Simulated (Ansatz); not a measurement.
Geometry relaxation, with input and output: Sr4Ti4O11 (charge +2) (part 2 of 2)

The same run, continued: Sr4Ti4O11 (defect cell, 19 atoms in the cell, total charge +2); DFT PBE, scalar-relativistic, plane waves, PAW, no spin polarisation (Ansatz 0.2.0); cutoff 420 eV, 3×3×3 k-mesh, Gaussian smearing of 0.02 eV. The structure derives from a Materials Project entry. It belongs to a series of runs on one base structure; here: O on a O site beside a O vacancy, charge +2, atoms relaxed.

Geometry of the input (Å; fractional positions):
```
-3.9364  3.9364  3.9364
3.9364  -3.9364  3.9364
3.9364  3.9364  -3.9364
Sr 0.0000  0.0000  0.0000
Sr 0.5000  0.5000  0.0000
Sr 0.5000  0.0000  0.5000
Sr -0.0000  0.5000  0.5000
Ti 0.5000  0.5000  0.5000
Ti -0.0000  0.0000  0.5000
Ti -0.0000  0.5000  0.0000
Ti 0.5000  0.0000  0.0000
O  0.2500  0.5000  0.2500
O  0.7500  0.0000  0.2500
O  0.7500  0.5000  0.7500
O  0.2500  0.0000  0.7500
O  0.7500  0.7500  0.5000
O  0.2500  0.7500  0.0000
O  0.7500  0.2500  0.0000
O  0.5000  0.7500  0.7500
O  -0.0000  0.2500  0.7500
O  -0.0000  0.7500  0.2500
O  0.5000  0.2500  0.2500
```

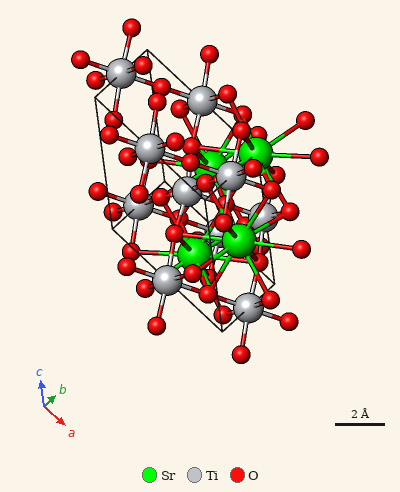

*The geometry at step 3 of the log (ball-and-stick view of the cell of the calculation, seen slightly off an axis; bonded neighbours outside the cell are drawn too).*

### The program's output, continued
```
relax step   5: F+E_penalty+E_count = -30470.79108195 eV  Δ(F+E_penalty+E_count) = -3.785e-2 eV  max|allowed force component| = 6.289e-3 eV/Å  Δτ_max = 0.0411 Å  (8 SCF iters, dr2 threshold 4.43e-6 eV, accepted)
iter 1 solved again at ethr=1.73e-9 eV; its pass at ethr=3.10e-3 eV (dr2=2.64e-6 eV) is discarded
SCF iter   1: F=—  HF=-30470.791060 eV  |F-HF|=—  |Δ(HF+E_count)|=         —  Δρ=3.11e-5  dr2=2.65e-6  ethr=1.73e-9  ⟨swp⟩=1.0  Hψ=1368  notcnv=0
preconditioner: auto → Resta (q_TF=auto, 2.521 Å⁻¹)  ε∞=5.7  [insulator: Δε(μ)=1.803 eV  Ē_g=11.647 eV  σ=0.020 eV  W_gap=1.00  n_scr=54 (ndim 8)  ℏωp=25.2 eV  f_vac=0.017  D(μ)=0.00/eV (n_scr^D=0)  ε∞_Penn≈5.7]
SCF iter   2: F=—  HF=-30470.791083 eV  |F-HF|=—  |Δ(HF+E_count)|=   2.30e-5  Δρ=1.71e-5  dr2=7.40e-7  ethr=1.73e-9  ⟨swp⟩=2.0  Hψ=846  notcnv=0
SCF iter   3: F=—  HF=-30470.791083 eV  |F-HF|=—  |Δ(HF+E_count)|=   1.72e-7  Δρ=9.55e-6  dr2=2.58e-7  ethr=4.87e-10  ⟨swp⟩=2.0  Hψ=678  notcnv=0
SCF iter   4: F=—  HF=-30470.791083 eV  |F-HF|=—  |Δ(HF+E_count)|=   2.42e-7  Δρ=5.69e-6  dr2=1.02e-7  ethr=6.58e-11  ⟨swp⟩=10.7  Hψ=3794  notcnv=0
SCF iter   5: F=-30470.791083 eV  HF=-30470.791083 eV  |F-HF|=1.37e-8  |Δ(HF+E_count)|=   8.31e-8  Δρ=3.69e-6  dr2=4.14e-8  ethr=6.58e-11  ⟨swp⟩=10.0  Hψ=3745  notcnv=0
SCF 6 converged in 5 iterations: F = -30470.791083 eV  dr2 = 4.14e-8
relax step   6: F+E_penalty+E_count = -30470.79108348 eV  Δ(F+E_penalty+E_count) = -1.534e-6 eV  max|allowed force component| = 6.239e-3 eV/Å  Δτ_max = 0.0000 Å  (5 SCF iters, accepted)
SCF converged after 5 iterations
Free energy (F): -30470.791083 eV
Harris-Foulkes:  -30470.791083 eV  (|F-HF|=1.37e-8)
Internal energy: -30470.791083 eV  (E = F + TS)
E sigma→0 (E₀):  -30470.791083 eV
Fermi energy:    10.304848 eV
--- Per-component energies (eV) ---
  E_band       = -949.968291
  E_kinetic    = 3969.881147
  E_local      = -9704.377493  (includes V_loc(G=0)·N_el)
  E_nonlocal   = 1338.196867
  E_hartree    = 3412.865469
  E_xc         = -1888.931974
  E_vxc        = -2164.250663  (∫ρ·V_xc dr)
  E_paw        = -16691.552103  (= ΣΔE_a)
  E_vpaw       = -1215.177810  (= ΣTr[D̂ρ^β])
  E_aug_tail   = 0.027360  (compensation charges beyond the density's cutoff)
  E_ewald      = -10906.900355
  E_smearing   = -0.000000  (= −TS)
  E_closure    = 0.000000  (closes the sum)
  E_deformation_potential = 39.423506  (in the stress; not in F)
  Σ components = -30470.791083   (vs F -30470.791083, Δ=0.00e0)
--- Forces (eV/Å), atoms counted from 1 ---
  atom   1  Sr     0.00379082     0.00379082     0.00000000
  atom   2  Sr    -0.00379082    -0.00379082    -0.00000000
  atom   3  Sr     0.00379082    -0.00379082     0.00000000
  atom   4  Sr    -0.00379082     0.00379082     0.00000000
  atom   5  Ti     0.00000000    -0.00000000    -0.00623925
  atom   6  Ti     0.00000000     0.00000000     0.00623925
  atom   7  Ti     0.00000000     0.00000000     0.00000000
  atom   8  Ti     0.00000000     0.00000000     0.00000000
  atom   9  O      0.00000000     0.00593520     0.00083918
  atom  10  O      0.00000000     0.00593520    -0.00083918
  atom  11  O      0.00000000    -0.00593520     0.00083918
  atom  12  O      0.00000000    -0.00593520    -0.00083918
  atom  13  O      0.00000000     0.00000000    -0.00000000
  atom  14  O     -0.00000000     0.00000000    -0.00000000
  atom  15  O      0.00000000     0.00000000    -0.00000000
  atom  16  O     -0.00593520    -0.00000000     0.00083918
  atom  17  O     -0.00593520    -0.00000000    -0.00083918
  atom  18  O      0.00593520     0.00000000    -0.00083918
  atom  19  O      0.00593520    -0.00000000     0.00083918
  max |Σ_I F_I| component: 6.83e-18 eV/Å
--- Band table (eV; the first three rows and the last of 6) ---
  k-point 0: bands = ["-47.3268", "-47.3257", "-47.2181", "-47.2163", "-23.7568", "-23.6722", "-23.5944", "-23.5581", "-23.5581", "-23.5567", "-23.5567", "-23.5347", "-23.4399", "-23.4399", "-23.4346", "-23.4346", "-23.0799", "-23.0421", "-23.0421", "-23.0420", "-8.4105", "-7.7513", "-7.3355", "-7.2064", "-7.1225", "-7.0836", "-7.0836", "-7.0535", "-7.0535", "-7.0407", "-6.7987", "-5.2001", "-5.1076", "-5.1076", "-5.0767", "-5.0092", "-4.9450", "-4.9393", "-4.7580", "-4.7580", "-4.7163", "-4.7163", "-4.7022", "4.8054", "4.9145", "4.9145", "4.9599", "5.0060", "5.0774", "5.2917", "5.4172", "5.4295", "6.2204", "6.2204", "6.5167", "6.6961", "6.6961", "6.7235", "6.7235", "6.9406", "7.0282", "7.2735", "7.4363", "7.4363", "7.8092", "8.0054", "8.0054", "8.1238", "8.1238", "8.1620", "8.4162", "8.5535", "8.5535", "9.1013", "9.1013", "9.3596", "11.2063", "11.4155", "11.4155", "11.7410", "12.7656", "12.7656", "12.7771", "12.9398", "12.9398", "13.1377", "13.3350", "13.3350", "13.4254", "13.5070", "13.6041", "14.1586", "14.5920", "14.7359", "14.9801"]
  k-point 1: bands = ["-47.3268", "-47.3257", "-47.2181", "-47.2163", "-23.7591", "-23.6722", "-23.5976", "-23.5598", "-23.5529", "-23.5508", "-23.5505", "-23.5347", "-23.4558", "-23.4452", "-23.4408", "-23.4405", "-23.0603", "-23.0422", "-23.0394", "-23.0389", "-8.4342", "-7.7253", "-7.5010", "-7.3570", "-7.3396", "-7.0740", "-7.0548", "-6.8610", "-6.8283", "-6.8243", "-6.7610", "-5.2412", "-5.1298", "-5.0817", "-5.0284", "-5.0030", "-4.9748", "-4.9670", "-4.8270", "-4.7840", "-4.7764", "-4.7761", "-4.7465", "4.8057", "5.1080", "5.1526", "5.1876", "5.3624", "5.6421", "5.6687", "5.7314", "5.7574", "5.9251", "6.2233", "6.2292", "6.3046", "6.4026", "6.5914", "6.6849", "6.8752", "6.9844", "7.1382", "7.1922", "7.3792", "7.6529", "7.8140", "7.8605", "7.8702", "8.1876", "8.3151", "8.4635", "8.4937", "8.5273", "8.6365", "8.7828", "9.0356", "11.5610", "11.7321", "11.7749", "11.9691", "12.2948", "12.4438", "12.5854", "12.7995", "12.8361", "12.9456", "13.0434", "13.1584", "13.2679", "13.9672", "14.6325", "14.7168", "15.1231", "15.2977", "15.3439"]
  k-point 2: bands = ["-47.3265", "-47.3260", "-47.2180", "-47.2164", "-23.7566", "-23.6751", "-23.5813", "-23.5603", "-23.5596", "-23.5542", "-23.5536", "-23.5507", "-23.4486", "-23.4423", "-23.4411", "-23.4361", "-23.0616", "-23.0434", "-23.0389", "-23.0372", "-8.4396", "-7.7503", "-7.5826", "-7.3366", "-7.2704", "-6.9935", "-6.9664", "-6.9233", "-6.9064", "-6.8355", "-6.7607", "-5.1709", "-5.1418", "-5.1089", "-5.0570", "-5.0208", "-5.0087", "-4.8699", "-4.8258", "-4.8222", "-4.8001", "-4.7745", "-4.7180", "4.7771", "5.1512", "5.1665", "5.1808", "5.2303", "5.5455", "5.5493", "5.6161", "5.8186", "6.1367", "6.1840", "6.2933", "6.3734", "6.5790", "6.6652", "6.6905", "6.7079", "6.7623", "6.9415", "7.2763", "7.5964", "7.6247", "7.8160", "7.9555", "8.0931", "8.1011", "8.3022", "8.3515", "8.3849", "8.4296", "8.6078", "8.9328", "9.1518", "11.6695", "11.7695", "11.7936", "12.1637", "12.3692", "12.5300", "12.6343", "12.8412", "12.8609", "13.0575", "13.1098", "13.2721", "13.3436", "13.5699", "14.0197", "14.3502", "14.7274", "15.1233", "15.5962"]
  k-point 5: bands = ["-47.3268", "-47.3257", "-47.2181", "-47.2163", "-23.7618", "-23.6721", "-23.6003", "-23.5697", "-23.5630", "-23.5555", "-23.5500", "-23.5347", "-23.4516", "-23.4439", "-23.4410", "-23.4354", "-23.0470", "-23.0428", "-23.0384", "-23.0298", "-8.4815", "-7.9055", "-7.8921", "-7.4560", "-6.8958", "-6.8841", "-6.8383", "-6.8313", "-6.8306", "-6.7951", "-6.6475", "-5.2743", "-5.2658", "-5.1289", "-5.0932", "-5.0310", "-4.9807", "-4.9736", "-4.9466", "-4.9330", "-4.8223", "-4.6166", "-4.5855", "4.8071", "5.0346", "5.2427", "5.3462", "5.3769", "5.4189", "5.5580", "5.7510", "5.9893", "6.0385", "6.1568", "6.2754", "6.4498", "6.5197", "6.5720", "6.7502", "6.7882", "7.0796", "7.1377", "7.1473", "7.4735", "7.5245", "7.5685", "7.6571", "8.0164", "8.0229", "8.2087", "8.2316", "8.4439", "8.5956", "8.6595", "9.0274", "9.1263", "11.4788", "11.6947", "11.7646", "11.8312", "12.3476", "12.4929", "12.7302", "12.8072", "12.9248", "13.0416", "13.2686", "13.3687", "13.4366", "13.6041", "13.9563", "14.4584", "14.8796", "15.6151", "15.7930"]
--- Relaxed structure (6 steps of the walk, 6 accepted, 0 SCFs on fresh bases) ---
  F+E_penalty+E_count = -30470.79108348 eV   max|allowed force component| = 6.239e-3 eV/Å
  atoms:
    - { symbol: Sr, position: [-0.0006841079050493998, -0.0006841079050494032, -0.0013682158100988026] }
    - { symbol: Sr, position: [0.5006841079050494, 0.5006841079050494, 0.0013682158100987991] }
    - { symbol: Sr, position: [0.5006841079050495, -0.0006841079050493975, 0.5000000000000001] }
    - { symbol: Sr, position: [-0.0006841079050494011, 0.5006841079050495, 0.5000000000000001] }
    - { symbol: Ti, position: [0.5166314783246492, 0.5166314783246492, 0.49999999999999994] }
    - { symbol: Ti, position: [-0.0166314783246492, -0.0166314783246492, 0.49999999999999994] }
    - { symbol: Ti, position: [0.0, 0.49999999999999994, 0.0] }
    - { symbol: Ti, position: [0.49999999999999994, 0.0, 0.0] }
    - { symbol: O, position: [0.23808419423679641, 0.4816847365573166, 0.2563994576794798] }
    - { symbol: O, position: [0.7747147211221632, 0.018315263442683416, 0.25639945767947986] }
    - { symbol: O, position: [0.7252852788778368, 0.48168473655731664, 0.7436005423205201] }
    - { symbol: O, position: [0.26191580576320356, 0.01831526344268336, 0.7436005423205201] }
    - { symbol: O, position: [0.7499999999999999, 0.7499999999999999, 0.49999999999999994] }
    - { symbol: O, position: [0.25, 0.7499999999999999, 0.0] }
    - { symbol: O, position: [0.7499999999999999, 0.25, 0.0] }
    - { symbol: O, position: [0.48168473655731664, 0.7252852788778368, 0.7436005423205201] }
    - { symbol: O, position: [0.01831526344268336, 0.26191580576320356, 0.7436005423205201] }
    - { symbol: O, position: [0.018315263442683416, 0.7747147211221632, 0.25639945767947986] }
    - { symbol: O, position: [0.4816847365573166, 0.23808419423679641, 0.2563994576794798] }
```

### Trajectory as extended XYZ (Å, eV, eV/Å), 6 frames, from step=1 to step=6
```
19
Lattice="-3.9364 3.9364 3.9364 3.9364 -3.9364 3.9364 3.9364 3.9364 -3.9364" Properties=species:S:1:pos:R:3:forces:R:3 step=1 energy=-30469.28260
Sr    0.0000    0.0000    0.0000   -0.7468  -0.7468   0.0000
Sr    0.0000    0.0000    3.9364    0.7468   0.7468   0.0000
Sr    0.0000    3.9364    0.0000   -0.7468   0.7468   0.0000
Sr    3.9364    0.0000    0.0000    0.7468  -0.7468   0.0000
Ti    1.9682    1.9682    1.9682    0.0000   0.0000   4.7316
Ti    1.9682    1.9682   -1.9682    0.0000   0.0000  -4.7316
Ti    1.9682   -1.9682    1.9682    0.0000   0.0000   0.0000
Ti   -1.9682    1.9682    1.9682    0.0000   0.0000   0.0000
O     1.9682    0.0000    1.9682    0.0000   1.2704  -0.9809
O    -1.9682    3.9364    1.9682    0.0000   1.2704   0.9809
O     1.9682    3.9364    1.9682    0.0000  -1.2704  -0.9809
O     1.9682    3.9364   -1.9682    0.0000  -1.2704   0.9809
O     1.9682    1.9682    3.9364    0.0000   0.0000   0.0000
O     1.9682   -1.9682    3.9364    0.0000   0.0000   0.0000
O    -1.9682    1.9682    3.9364    0.0000   0.0000   0.0000
O     3.9364    1.9682    1.9682   -1.2704   0.0000  -0.9809
O     3.9364    1.9682   -1.9682   -1.2704   0.0000   0.9809
O     3.9364   -1.9682    1.9682    1.2704   0.0000   0.9809
O     0.0000    1.9682    1.9682    1.2704   0.0000  -0.9809
19
Lattice="-3.9364 3.9364 3.9364 3.9364 -3.9364 3.9364 3.9364 3.9364 -3.9364" Properties=species:S:1:pos:R:3:forces:R:3 step=2 energy=-30470.22696
Sr   -0.1365   -0.1365    0.0000    0.9265   0.9265   0.0000
Sr    0.1365    0.1365    3.9364   -0.9265  -0.9265   0.0000
Sr   -0.1365    4.0729    0.0000    0.9265  -0.9265   0.0000
Sr    4.0729   -0.1365    0.0000   -0.9265   0.9265   0.0000
Ti    1.9682    1.9682    2.0769    0.0000   0.0000  -0.6835
Ti    1.9682    1.9682   -2.0769    0.0000   0.0000   0.6835
Ti    1.9682   -1.9682    1.9682    0.0000   0.0000   0.0000
Ti   -1.9682    1.9682    1.9682    0.0000   0.0000   0.0000
O     1.9682    0.0247    1.8935    0.0000   0.7281  -0.1211
O    -1.9682    3.9612    2.0429    0.0000   0.7281   0.1211
O     1.9682    3.9117    1.8935    0.0000  -0.7281  -0.1211
O     1.9682    3.9117   -1.8935    0.0000  -0.7281   0.1211
O     1.9682    1.9682    3.9364    0.0000   0.0000   0.0000
O     1.9682   -1.9682    3.9364    0.0000   0.0000   0.0000
O    -1.9682    1.9682    3.9364    0.0000   0.0000   0.0000
O     3.9117    1.9682    1.8935   -0.7281   0.0000  -0.1211
O     3.9117    1.9682   -1.8935   -0.7281   0.0000   0.1211
O     3.9612   -1.9682    2.0429    0.7281   0.0000   0.1211
O     0.0247    1.9682    1.8935    0.7281   0.0000  -0.1211
19
Lattice="-3.9364 3.9364 3.9364 3.9364 -3.9364 3.9364 3.9364 3.9364 -3.9364" Properties=species:S:1:pos:R:3:forces:R:3 step=3 energy=-30470.62084
Sr   -0.0705   -0.0705    0.0000    0.3659   0.3659   0.0000
Sr    0.0705    0.0705    3.9364   -0.3659  -0.3659   0.0000
Sr   -0.0705    4.0069    0.0000    0.3659  -0.3659   0.0000
Sr    4.0069   -0.0705    0.0000   -0.3659   0.3659   0.0000
Ti    1.9682    1.9682    2.0878    0.0000   0.0000   0.1105
Ti    1.9682    1.9682   -2.0878    0.0000   0.0000  -0.1105
Ti    1.9682   -1.9682    1.9682    0.0000   0.0000   0.0000
Ti   -1.9682    1.9682    1.9682    0.0000   0.0000   0.0000
O     1.9682    0.0545    1.8880    0.0000  -0.2719  -0.2570
O    -1.9682    3.9910    2.0485    0.0000  -0.2719   0.2570
O     1.9682    3.8819    1.8880    0.0000   0.2719  -0.2570
O     1.9682    3.8819   -1.8880    0.0000   0.2719   0.2570
O     1.9682    1.9682    3.9364    0.0000   0.0000   0.0000
O     1.9682   -1.9682    3.9364    0.0000   0.0000   0.0000
O    -1.9682    1.9682    3.9364    0.0000   0.0000   0.0000
O     3.8819    1.9682    1.8880    0.2719   0.0000  -0.2570
O     3.8819    1.9682   -1.8880    0.2719   0.0000   0.2570
O     3.9910   -1.9682    2.0485   -0.2719   0.0000   0.2570
O     0.0545    1.9682    1.8880   -0.2719   0.0000  -0.2570
19
Lattice="-3.9364 3.9364 3.9364 3.9364 -3.9364 3.9364 3.9364 3.9364 -3.9364" Properties=species:S:1:pos:R:3:forces:R:3 step=4 energy=-30470.75323
Sr   -0.0345   -0.0345    0.0000    0.1685   0.1685   0.0000
Sr    0.0345    0.0345    3.9364   -0.1685  -0.1685   0.0000
Sr   -0.0345    3.9709    0.0000    0.1685  -0.1685   0.0000
Sr    3.9709   -0.0345    0.0000   -0.1685   0.1685   0.0000
Ti    1.9682    1.9682    2.0964    0.0000   0.0000   0.0129
Ti    1.9682    1.9682   -2.0964    0.0000   0.0000  -0.0129
Ti    1.9682   -1.9682    1.9682    0.0000   0.0000   0.0000
Ti   -1.9682    1.9682    1.9682    0.0000   0.0000   0.0000
O     1.9682    0.0519    1.8558    0.0000  -0.1140  -0.1319
O    -1.9682    3.9883    2.0806    0.0000  -0.1140   0.1319
O     1.9682    3.8846    1.8558    0.0000   0.1140  -0.1319
O     1.9682    3.8846   -1.8558    0.0000   0.1140   0.1319
O     1.9682    1.9682    3.9364    0.0000   0.0000   0.0000
O     1.9682   -1.9682    3.9364    0.0000   0.0000   0.0000
O    -1.9682    1.9682    3.9364    0.0000   0.0000   0.0000
O     3.8846    1.9682    1.8558    0.1140   0.0000  -0.1319
O     3.8846    1.9682   -1.8558    0.1140   0.0000   0.1319
O     3.9883   -1.9682    2.0806   -0.1140   0.0000   0.1319
O     0.0519    1.9682    1.8558   -0.1140   0.0000  -0.1319
19
Lattice="-3.9364 3.9364 3.9364 3.9364 -3.9364 3.9364 3.9364 3.9364 -3.9364" Properties=species:S:1:pos:R:3:forces:R:3 step=5 energy=-30470.79108
Sr   -0.0054   -0.0054    0.0000    0.0036   0.0036   0.0000
Sr    0.0054    0.0054    3.9364   -0.0036  -0.0036   0.0000
Sr   -0.0054    3.9418    0.0000    0.0036  -0.0036   0.0000
Sr    3.9418   -0.0054    0.0000   -0.0036   0.0036   0.0000
Ti    1.9682    1.9682    2.0991    0.0000   0.0000  -0.0063
Ti    1.9682    1.9682   -2.0991    0.0000   0.0000   0.0063
Ti    1.9682   -1.9682    1.9682    0.0000   0.0000   0.0000
Ti   -1.9682    1.9682    1.9682    0.0000   0.0000   0.0000
O     1.9682    0.0504    1.8240    0.0000   0.0061   0.0008
O    -1.9682    3.9868    2.1124    0.0000   0.0061  -0.0008
O     1.9682    3.8860    1.8240    0.0000  -0.0061   0.0008
O     1.9682    3.8860   -1.8240    0.0000  -0.0061  -0.0008
O     1.9682    1.9682    3.9364    0.0000   0.0000   0.0000
O     1.9682   -1.9682    3.9364    0.0000   0.0000   0.0000
O    -1.9682    1.9682    3.9364    0.0000   0.0000   0.0000
O     3.8860    1.9682    1.8240   -0.0061   0.0000   0.0008
O     3.8860    1.9682   -1.8240   -0.0061   0.0000  -0.0008
O     3.9868   -1.9682    2.1124    0.0061   0.0000  -0.0008
O     0.0504    1.9682    1.8240    0.0061   0.0000   0.0008
19
Lattice="-3.9364 3.9364 3.9364 3.9364 -3.9364 3.9364 3.9364 3.9364 -3.9364" Properties=species:S:1:pos:R:3:forces:R:3 step=6 energy=-30470.79108
Sr   -0.0054   -0.0054    0.0000    0.0038   0.0038   0.0000
Sr    0.0054    0.0054    3.9364   -0.0038  -0.0038   0.0000
Sr   -0.0054    3.9418    0.0000    0.0038  -0.0038   0.0000
Sr    3.9418   -0.0054    0.0000   -0.0038   0.0038   0.0000
Ti    1.9682    1.9682    2.0991    0.0000   0.0000  -0.0062
Ti    1.9682    1.9682   -2.0991    0.0000   0.0000   0.0062
Ti    1.9682   -1.9682    1.9682    0.0000   0.0000   0.0000
Ti   -1.9682    1.9682    1.9682    0.0000   0.0000   0.0000
O     1.9682    0.0504    1.8240    0.0000   0.0059   0.0008
O    -1.9682    3.9868    2.1124    0.0000   0.0059  -0.0008
O     1.9682    3.8860    1.8240    0.0000  -0.0059   0.0008
O     1.9682    3.8860   -1.8240    0.0000  -0.0059  -0.0008
O     1.9682    1.9682    3.9364    0.0000   0.0000   0.0000
O     1.9682   -1.9682    3.9364    0.0000   0.0000   0.0000
O    -1.9682    1.9682    3.9364    0.0000   0.0000   0.0000
O     3.8860    1.9682    1.8240   -0.0059   0.0000   0.0008
O     3.8860    1.9682   -1.8240   -0.0059   0.0000  -0.0008
O     3.9868   -1.9682    2.1124    0.0059   0.0000  -0.0008
O     0.0504    1.9682    1.8240    0.0059   0.0000   0.0008
```

### Key numbers

- outcome: converged
- electrons treated: 152
- free energy: −30470.7911 eV
- Fermi energy: 10.305 eV
- gap on the k-point mesh: 1.80 eV
- final volume: 243.99 Å³
- largest force (length of the vector) at the end: 0.006 eV/Å
- hardware: 8 threads of AMD EPYC (Zen 3), 189 GiB of memory available, shared host
- wall time: 1.9 min (CPU time 4.1 min)
- peak memory: 1.1 GiB
